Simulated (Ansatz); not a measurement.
Run report: LiHF2, geometry relaxation (part 2 of 4)

Continued. System: LiHF2 (8 atoms in the cell). Method: DFT, PBEsol, plane waves, PAW, no spin polarisation (Ansatz 0.2.0); cutoff 420 eV, 6×4×6 k-mesh, Fermi–Dirac smearing of 0.05 eV. The structure was built on a prototype by a generator; it need not be a known phase.

Geometry of the input (Å; fractional positions):
```
2.7368  0.0128  -0.0020
0.0255  5.3761  -0.0325
-0.0027  -0.0218  3.6276
Li 0.0418  -0.0183  -0.0073
H  0.5032  0.2498  0.5227
F  0.0039  -0.0228  0.5018
F  0.5457  0.2562  -0.0036
Li 0.0166  0.4791  -0.0227
H  0.4913  0.7429  0.5256
F  -0.0220  0.5036  0.4959
F  0.5146  0.7467  -0.0128
```

Output, continued
```
relax step  36: F+E_penalty+E_count = -3646.04842201 eV  Δ(F+E_penalty+E_count) = +2.011e-4 eV  max|allowed force component| = 1.017e-2 eV/Å  Δτ_max = 0.0108 Å  P = +0.004 GPa  Ω = 68.787 Å³  energy of the carried Pulay correction = -9.274e-4 eV  (5 SCF iters, dr2 threshold 2.00e-7 eV, accepted)
SCF 37 converged in 6 iterations: F = -3646.047834 eV  dr2 = 7.30e-10
relax step  37: F+E_penalty+E_count = -3646.04783394 eV  Δ(F+E_penalty+E_count) = +5.881e-4 eV  max|allowed force component| = 3.535e-2 eV/Å  Δτ_max = 0.0041 Å  P = +0.058 GPa  Ω = 68.892 Å³  energy of the carried Pulay correction = -1.512e-3 eV  (6 SCF iters, dr2 threshold 1.47e-8 eV, rejected (line search))
SCF 38 converged in 7 iterations: F = -3646.048186 eV  dr2 = 1.03e-11
relax step  38: F+E_penalty+E_count = -3646.04818586 eV  Δ(F+E_penalty+E_count) = +2.362e-4 eV  max|allowed force component| = 2.141e-3 eV/Å  Δτ_max = 0.0016 Å  P = +0.005 GPa  Ω = 68.841 Å³  energy of the carried Pulay correction = -1.218e-3 eV  (7 SCF iters, accepted)
SCF 39 converged in 7 iterations: F = -3646.047999 eV  dr2 = 1.02e-11
relax step  39: F+E_penalty+E_count = -3646.04799872 eV  Δ(F+E_penalty+E_count) = +1.871e-4 eV  max|allowed force component| = 1.127e-3 eV/Å  Δτ_max = 0.0015 Å  P = +0.002 GPa  Ω = 68.877 Å³  energy of the carried Pulay correction = -1.419e-3 eV  (7 SCF iters, accepted)
SCF 40 converged in 7 iterations: F = -3646.049779 eV  dr2 = 4.27e-13
relax step  40: F+E_penalty+E_count = -3646.04977918 eV  Δ(F+E_penalty+E_count) = -1.780e-3 eV  max|allowed force component| = 9.536e-4 eV/Å  Δτ_max = 0.0000 Å  P = +0.025 GPa  Ω = 68.877 Å³  stress off target by 1.52e-1 GPa  SCF on the basis re-selected at this cell (its energy is not comparable with the rows above)  (7 SCF iters)
SCF 41 converged in 5 iterations: F = -3646.049158 eV  dr2 = 2.63e-8
relax step  41: F+E_penalty+E_count = -3646.04915803 eV  Δ(F+E_penalty+E_count) = +6.212e-4 eV  max|allowed force component| = 2.085e-3 eV/Å  Δτ_max = 0.0033 Å  P = +0.004 GPa  Ω = 69.021 Å³  energy of the carried Pulay correction = -8.448e-4 eV  (5 SCF iters, dr2 threshold 5.75e-8 eV, accepted)
SCF 42 converged in 6 iterations: F = -3646.049151 eV  dr2 = 2.88e-11
relax step  42: F+E_penalty+E_count = -3646.04915066 eV  Δ(F+E_penalty+E_count) = +7.369e-6 eV  max|allowed force component| = 1.493e-3 eV/Å  Δτ_max = 0.0016 Å  P = +0.001 GPa  Ω = 69.026 Å³  energy of the carried Pulay correction = -8.672e-4 eV  (6 SCF iters, accepted)
SCF 43 converged in 5 iterations: F = -3646.050163 eV  dr2 = 7.12e-11
relax step  43: F+E_penalty+E_count = -3646.05016274 eV  Δ(F+E_penalty+E_count) = -1.012e-3 eV  max|allowed force component| = 1.657e-3 eV/Å  Δτ_max = 0.0000 Å  P = +0.011 GPa  Ω = 69.026 Å³  stress off target by 8.28e-2 GPa  SCF on the basis re-selected at this cell (its energy is not comparable with the rows above)  (5 SCF iters)
SCF 44 converged in 5 iterations: F = -3646.049960 eV  dr2 = 8.63e-9
relax step  44: F+E_penalty+E_count = -3646.04996032 eV  Δ(F+E_penalty+E_count) = +2.024e-4 eV  max|allowed force component| = 2.083e-3 eV/Å  Δτ_max = 0.0052 Å  P = -0.003 GPa  Ω = 69.068 Å³  energy of the carried Pulay correction = -2.812e-4 eV  (5 SCF iters, dr2 threshold 1.71e-8 eV, accepted)
iter 1 solved again at ethr=4.29e-8 eV; its pass at ethr=3.10e-3 eV (dr2=1.54e-5 eV) is discarded
SCF iter   1: F=—  HF=-3646.050117 eV  |F-HF|=—  |Δ(HF+E_count)|=         —  Δρ=4.45e-5  dr2=1.01e-7  ethr=4.29e-8  ⟨swp⟩=2.9  Hψ=13814  notcnv=0
preconditioner: auto → none  [insulator: Δε(μ)=7.965 eV  Ē_g=20.161 eV  σ=0.050 eV  W_gap=1.00  n_scr=12 (ndim 8)  ℏωp=25.3 eV  f_vac=0.074  D(μ)=0.00/eV (n_scr^D=0)  ε∞_Penn≈2.6]
SCF iter   2: F=—  HF=-3646.050224 eV  |F-HF|=—  |Δ(HF+E_count)|=   1.07e-4  Δρ=2.24e-5  dr2=2.69e-8  ethr=2.82e-10  ⟨swp⟩=2.1  Hψ=3367  notcnv=0
SCF iter   3: F=—  HF=-3646.050227 eV  |F-HF|=—  |Δ(HF+E_count)|=   3.06e-6  Δρ=8.00e-6  dr2=1.47e-8  ethr=7.48e-11  ⟨swp⟩=2.0  Hψ=3048  notcnv=0
SCF iter   4: F=—  HF=-3646.050227 eV  |F-HF|=—  |Δ(HF+E_count)|=   2.17e-7  Δρ=8.18e-7  dr2=8.39e-11  ethr=4.08e-11  ⟨swp⟩=2.0  Hψ=2726  notcnv=0
SCF iter   5: F=-3646.050227 eV  HF=-3646.050227 eV  |F-HF|=3.13e-10  |Δ(HF+E_count)|=   2.32e-9  Δρ=3.27e-7  dr2=1.11e-11  ethr=1.00e-12  ⟨swp⟩=5.3  Hψ=7417  notcnv=0
SCF 45 converged in 5 iterations: F = -3646.050227 eV  dr2 = 1.11e-11
relax step  45: F+E_penalty+E_count = -3646.05022744 eV  Δ(F+E_penalty+E_count) = -2.671e-4 eV  max|allowed force component| = 2.094e-3 eV/Å  Δτ_max = 0.0000 Å  P = +0.000 GPa  Ω = 69.068 Å³  stress off target by 4.25e-2 GPa  SCF on the basis re-selected at this cell (its energy is not comparable with the rows above)  (5 SCF iters)
```

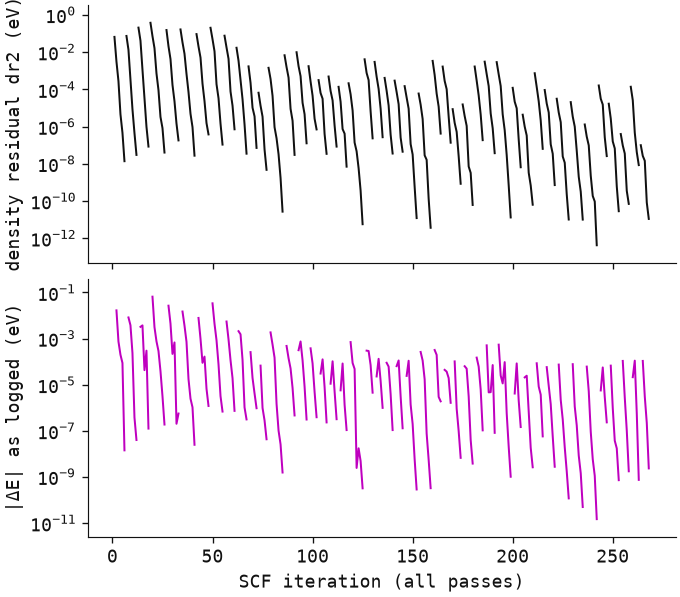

**Figure 1.** Convergence of the self-consistent field: density residual dr2 and size of the energy change against the SCF iteration. The dotted lines part the SCF passes of the relaxation: geometry steps, rejected trials and re-solves on a re-selected basis. The 45 passes take 5 to 8 iterations each, 268 in all.

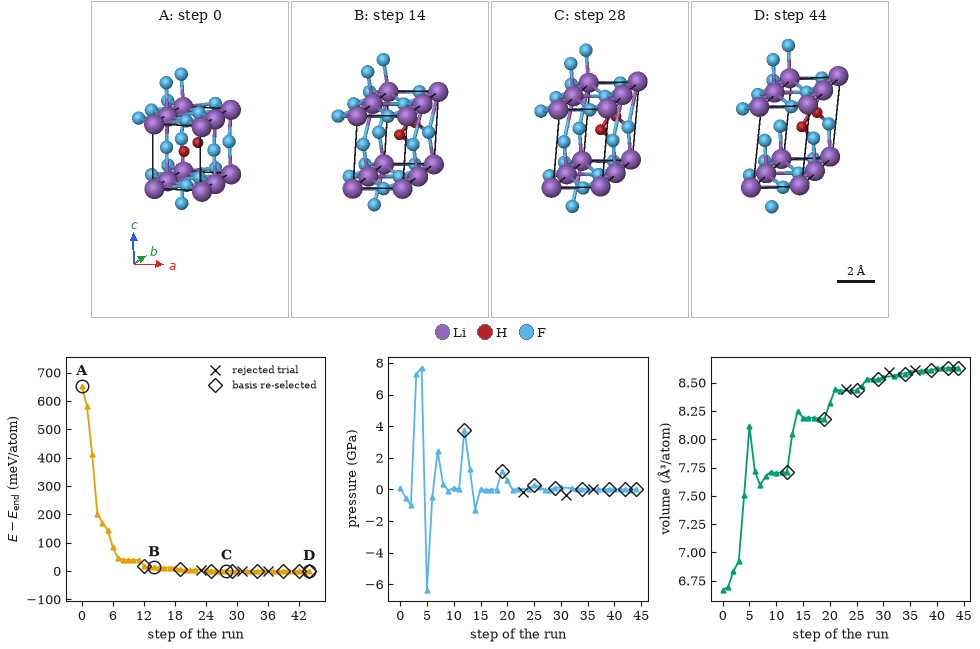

**Figure 2.** Frames of the relaxation (ball-and-stick view of the cell of the calculation, with bonded neighbours outside it, seen slightly off an axis) above the curves, on which the letters mark them (the first geometry is step 0 here and step 1 in the log).

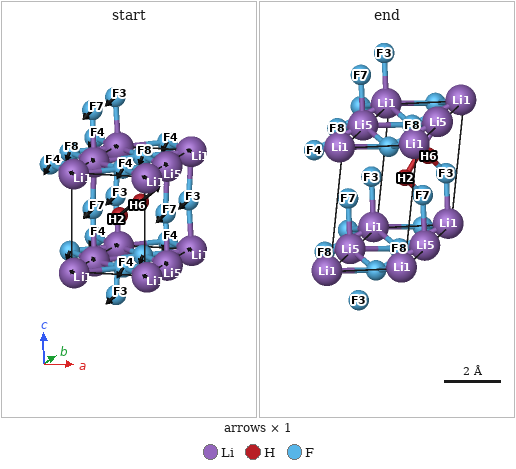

**Figure 3.** Before (left) and after (right) the relaxation, at one scale (ball-and-stick view of the cell of the calculation, with bonded neighbours outside it, seen slightly off an axis). The black arrows give the displacements (without the part carried along by the change of the cell), at true length. H6 moves most relative to the cell: 0.97 Å. By element the largest moves are H 0.97 Å, F 0.57 Å, Li 0.21 Å. Cell: a 2.737 → 2.814 Å (+2.8 %), b 5.376 → 5.629 Å (+4.7 %), c 3.628 → 4.507 Å (+24.2 %), α 90.7° → 79.6°, β 90.1° → 79.6°, γ 89.5° → 88.7°. Volume +29.4 %. Among the contacts that change: Li5–F7 1.756 → 2.697 Å, Li1–F3 1.784 → 2.697 Å, F3–H6 1.897 → 1.015 Å, F4–Li5 1.770 → 2.117 Å. New bonds form: F3–H6 (1.90 → 1.01 Å), H2–F7 (1.90 → 1.01 Å). Bonds break: Li1–F3 (1.78 → 2.70 Å), Li5–F7 (1.76 → 2.70 Å). Among the angles that change: Li1–F8–Li5 177.9° → 154.2°, F4–Li1–F8 176.9° → 154.2°, F3–Li1–F8 87.2° → 107.6°. The space group (tolerance 0.01 Å) goes from P1 (No. 1) to Cm (No. 8). After 36 geometry steps the energy has fallen by 653 meV per atom. Largest force component: 1.1 eV/Å at the start, 0.0021 eV/Å at the end. The pressure goes from 0.12 to 0.00 GPa. The line search rejected the trial steps at points 23, 31, 36 (counted from 0) and went back. The basis was re-selected 7 times at an unchanged geometry, which shifts the energy a little without any move. The energy change given includes the shifts at the re-selections in mid-walk, which come without any move. A last SCF at the same geometry on a re-selected plane-wave basis shifts the energy by next to nothing (0.0 meV per atom). (Atoms are counted from 1 in the order of the input.)

```
basis re-selected at this cell: Δ(F+E_penalty+E_count) = -2.671e-4 eV, ΔP = +0.004 GPa vs the last step (what re-selecting the basis moved, of the pressure what is left beyond the Pulay correction that the steps carried, after the strain that the cell walked since its last selection, with what the two solves' SCF thresholds leave and, on support functions, any second-order correction that the steps lacked; it is no measure of the basis error at this ecutwfc). This SCF's stress stands 4.25e-2 GPa from its target on what of the cell is left free (relax.cell.stress_tol is 5.00e-2 GPa) and its largest allowed force component is 2.09e-3 eV/Å (relax.f_tol is 1.00e-2 eV/Å): within both
SCF converged after 5 iterations
Free energy (F): -3646.050227 eV
Harris-Foulkes:  -3646.050227 eV  (|F-HF|=3.13e-10)
Internal energy: -3646.050227 eV  (E = F + TS)
E sigma→0 (E₀):  -3646.050227 eV
Fermi energy:    2.776817 eV
--- Per-component energies (eV) ---
  E_band       = -405.804968
  E_kinetic    = 896.530444
  E_local      = -2744.323606  (includes V_loc(G=0)·N_el)
  E_nonlocal   = 232.435222
  E_hartree    = 977.421497
  E_xc         = -353.609974
  E_vxc        = -456.384122  (∫ρ·V_xc dr)
  E_paw        = -815.666669  (= ΣΔE_a)
  E_vpaw       = -288.912337  (= ΣTr[D̂ρ^β])
  E_aug_tail   = 0.006362  (compensation charges beyond the density's cutoff)
  E_ewald      = -1839.013275
  E_core_change = 0.169771  (= ΣΔE_core)
  E_smearing   = -0.000000  (= −TS)
  E_closure    = -0.000000  (closes the sum)
  Σ components = -3646.050227   (vs F -3646.050227, Δ=0.00e0)
--- Forces (eV/Å), atoms counted from 1 ---
  atom   1  Li     0.00041215     0.00034619     0.00206879
  atom   2  H      0.00133949     0.00139856    -0.00025316
  atom   3  F     -0.00146484    -0.00146934    -0.00019257
  atom   4  F     -0.00030485    -0.00033310    -0.00168500
  atom   5  Li     0.00040965     0.00048215     0.00209158
  atom   6  H      0.00138228     0.00138040    -0.00018807
  atom   7  F     -0.00144553    -0.00151291    -0.00018747
  atom   8  F     -0.00032854    -0.00029126    -0.00167064
  max |Σ_I F_I| component: 1.65e-5 eV/Å
--- Stress (GPa, compression-positive) ---
       -0.012022      -0.000909       0.022287
       -0.000909      -0.010981       0.022273
        0.022289       0.022275       0.024406
  P = ⅓ Tr σ = 0.0005 GPa (0.005 kbar)
--- Band table (eV; the first three rows and the last of 76) ---
  k-point 0: bands = ["-41.5709", "-41.5482", "-22.2362", "-21.9225", "-20.7283", "-20.6944", "-6.5106", "-5.9880", "-3.5540", "-2.6858", "-2.2703", "-1.9768", "-1.7763", "-1.6539", "-1.5634", "-1.4950", "-1.3565", "-1.3255", "6.6837", "10.2278", "12.0886", "12.3253", "13.1081", "14.3080", "14.8189", "16.5287"]
  k-point 1: bands = ["-41.5708", "-41.5481", "-22.2179", "-21.9282", "-20.7580", "-20.6867", "-6.3695", "-6.0869", "-3.5941", "-2.6482", "-2.0897", "-2.0786", "-1.7880", "-1.7266", "-1.6145", "-1.4887", "-1.3606", "-1.3138", "6.9951", "10.1317", "11.7581", "11.7910", "12.9916", "14.7262", "15.0922", "16.5037"]
  k-point 2: bands = ["-41.5706", "-41.5480", "-22.1793", "-21.9394", "-20.8193", "-20.6717", "-6.2630", "-6.0450", "-3.7115", "-2.4924", "-2.4216", "-1.8502", "-1.8295", "-1.8092", "-1.5889", "-1.4735", "-1.3688", "-1.2918", "7.7543", "9.9272", "10.7254", "11.3140", "12.8236", "15.3210", "15.3324", "16.6487"]
  k-point 75: bands = ["-41.5389", "-41.5389", "-21.8222", "-21.8222", "-20.5718", "-20.5717", "-6.1732", "-6.1732", "-3.5760", "-3.5759", "-2.5852", "-2.5851", "-2.3933", "-2.3933", "-1.9696", "-1.9696", "-1.6913", "-1.6912", "11.3598", "11.3598", "11.9223", "11.9224", "13.0141", "13.0141", "14.5659", "14.5660"]
--- Relaxed structure (37 steps of the walk, 34 accepted, 8 SCFs on fresh bases) ---
  F+E_penalty+E_count = -3646.05022744 eV   max|allowed force component| = 2.094e-3 eV/Å   (the final SCF, on the basis selected at the relaxed cell)
  cell:  # Å, volume = 69.0680 Å³
    - [2.800346787692558, 0.018072550284388287, 0.2793644429017818]
    - [0.03257915495168792, 5.601701947867955, 0.5518840767261661]
    - [0.3689252910170328, 0.37497132619417, 4.476426818943699]
  atoms:
    - { symbol: Li, position: [-0.02681934252650655, -0.0271896108457287, 0.018460010348245348] }
    - { symbol: H, position: [0.6897107622967721, 0.3310781745091683, 0.6244512801068486] }
    - { symbol: F, position: [-0.10328802243739893, -0.06543719023241007, 0.44100275587409116] }
    - { symbol: F, position: [0.4878998854381082, 0.23017403987762264, -0.08416511192001004] }
    - { symbol: Li, position: [-0.02682189164921555, 0.47280619383147526, 0.01846165092447033] }
    - { symbol: H, position: [0.6897045244923737, 0.8310765666622792, 0.6244476733415416] }
    - { symbol: F, position: [-0.10328593682993684, 0.43456435192039866, 0.44100517439756315] }
    - { symbol: F, position: [0.48789744521580386, 0.7301725868771947, -0.08416868587274984] }
```

Trajectory as extended XYZ (Å, eV, eV/Å), 45 frames, from step=1 to step=45
```
8
Lattice="2.7368 0.0128 -0.0020 0.0255 5.3761 -0.0325 -0.0027 -0.0218 3.6276" Properties=species:S:1:pos:R:3:forces:R:3 step=1 energy=-3640.82939 pressure_GPa=0.12
Li    0.1139   -0.0976   -0.0259   -0.2407   0.1943   0.3267
H     1.3822    1.3378    1.8869    0.3065   0.2051   0.7388
F     0.0087   -0.1333    1.8209    0.3453   0.3988  -0.3657
F     1.4999    1.3842   -0.0226   -0.6969  -0.8340  -0.9137
Li    0.0577    2.5765   -0.0979    0.2259   0.6632   0.5958
H     1.3623    3.9888    1.8815    0.0793   0.1453   1.0743
F    -0.0487    2.6964    1.7827   -0.0149  -0.4838  -0.4520
F     1.4273    4.0212   -0.0719   -0.0043  -0.2889  -1.0041
8
Lattice="2.7104 0.0118 -0.0062 0.0232 5.4184 -0.0016 -0.0083 -0.0010 3.6464" Properties=species:S:1:pos:R:3:forces:R:3 step=2 energy=-3641.40281 pressure_GPa=-0.52
Li    0.0794   -0.1105   -0.0608   -0.2084   0.3381   0.3787
H     1.4520    1.4068    1.9797    0.5266   0.3665   1.5817
F     0.0442   -0.0766    1.7882    0.0968  -0.1352  -0.2060
F     1.4336    1.3519   -0.0717   -0.3266  -0.4723  -1.8039
Li    0.0209    2.5849   -0.0921    0.1869   0.4366   0.5898
H     1.3722    4.0654    2.0340    0.0595   0.3014   2.0511
F    -0.0543    2.6858    1.7853   -0.4921  -0.5875  -0.3635
F     1.3817    4.0302   -0.0893    0.1572  -0.2477  -2.2279
8
Lattice="2.7283 0.0126 0.0151 0.0247 5.4361 0.0528 0.0198 0.0358 3.6859" Properties=species:S:1:pos:R:3:forces:R:3 step=3 energy=-3642.75444 pressure_GPa=-1.00
Li    0.0592   -0.1197   -0.0953   -0.1712   0.4020   0.4863
H     1.5886    1.4976    2.1852    0.8019   0.7434   2.2360
F     0.0618   -0.0886    1.7700   -0.0506  -0.4722  -0.1624
F     1.4208    1.3341   -0.1406   -0.1049  -0.3176  -2.6261
Li    0.0034    2.5844   -0.0901    0.1975   0.3455   0.6482
H     1.4159    4.1703    2.2536    0.0649   0.4197   2.7453
F    -0.0981    2.6572    1.7998   -0.8858  -0.9651  -0.2871
F     1.3761    4.0299   -0.1259    0.1481  -0.1557  -3.0401
8
Lattice="2.7475 0.0064 0.0221 0.0126 5.4662 0.0731 0.0290 0.0493 3.6894" Properties=species:S:1:pos:R:3:forces:R:3 step=4 energy=-3644.42866 pressure_GPa=7.29
Li    0.0515   -0.1124   -0.0964   -0.1070   0.4468   0.5401
H     1.6869    1.5891    2.3596    0.5143   0.5233   0.7416
F     0.0664   -0.1212    1.7600   -0.0647  -0.3894  -0.5119
F     1.4150    1.3182   -0.2888   -0.1253  -0.2562  -0.8486
Li   -0.0006    2.6051   -0.0752    0.1934   0.1770   0.6594
H     1.4322    4.2515    2.4412    0.0607   0.3870   0.1206
F    -0.1777    2.5968    1.7938   -0.4913  -0.5438  -0.5419
F     1.3774    4.0406   -0.2563    0.0198  -0.3447  -0.1591
8
Lattice="2.8583 -0.0035 0.0517 -0.0072 5.6883 0.1721 0.0679 0.1151 3.6967" Properties=species:S:1:pos:R:3:forces:R:3 step=5 energy=-3644.68159 pressure_GPa=7.71
Li    0.0386   -0.1129   -0.0969   -0.0371   0.2795   0.2650
H     1.8925    1.8127    2.5373    1.0085   1.0660  -2.9199
F     0.0727   -0.1871    1.7258   -0.0898  -0.2638  -0.2645
F     1.4538    1.3440   -0.3379   -1.4981  -1.5903   3.1832
Li   -0.0151    2.6940   -0.0046    0.2488   0.2251   0.4555
H     1.5191    4.5664    2.5761    0.2297   0.8076  -2.0348
F    -0.2613    2.6355    1.8219    0.3025   0.3401  -0.7200
F     1.4023    4.1779   -0.2163   -0.1647  -0.8643   2.0355
8
Lattice="2.9798 -0.0036 0.0632 -0.0075 5.9229 0.2184 0.0829 0.1452 3.6857" Properties=species:S:1:pos:R:3:forces:R:3 step=6 energy=-3644.89400 pressure_GPa=-6.33
Li    0.0107   -0.1324   -0.0596    0.0247   0.2283  -0.0614
H     2.0802    1.9821    2.5020   -0.1566   0.0550  -0.6804
F     0.0473   -0.2999    1.7155   -0.4521  -0.0885   0.2196
F     1.4844    1.3494   -0.3000   -0.2106  -0.3292   0.5979
Li   -0.0139    2.7856    0.0449    0.2939   0.2493   0.0052
H     1.6282    4.9769    2.5789    0.3263  -0.8995   1.2879
F    -0.2985    2.7055    1.8096    0.1444   0.0015   0.0178
F     1.4481    4.3128   -0.1479    0.0300   0.7831  -1.3867
```
